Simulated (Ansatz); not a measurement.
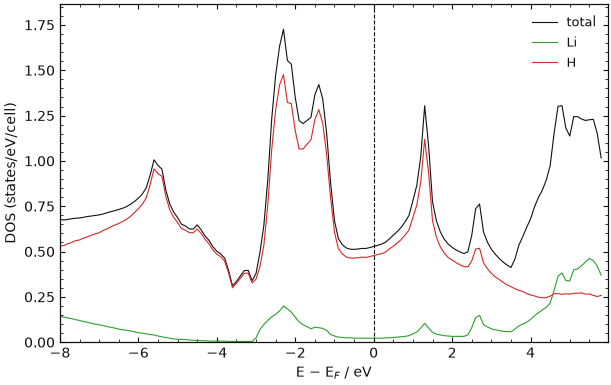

Describe the figure.

Density of states of Li2H5, space group R-3m, 7 atoms in the cell. Level of theory: DFT PBE, scalar-relativistic, plane waves, PAW, no spin polarisation, 15×15×15 k mesh, 420 eV cutoff; code Ansatz 0.2.0. Energies are counted from the Fermi level. The partial curves are projected on Löwdin-orthogonalised atomic shells.

It is a metal. The density of states at the Fermi level is about 0.53 per eV and cell (mean within 0.25 eV), or 0.075 per atom. By projected weight, the states within 0.3 eV of the Fermi level are H almost alone.

The structure is an invented one, so it need not be a known or stable phase.
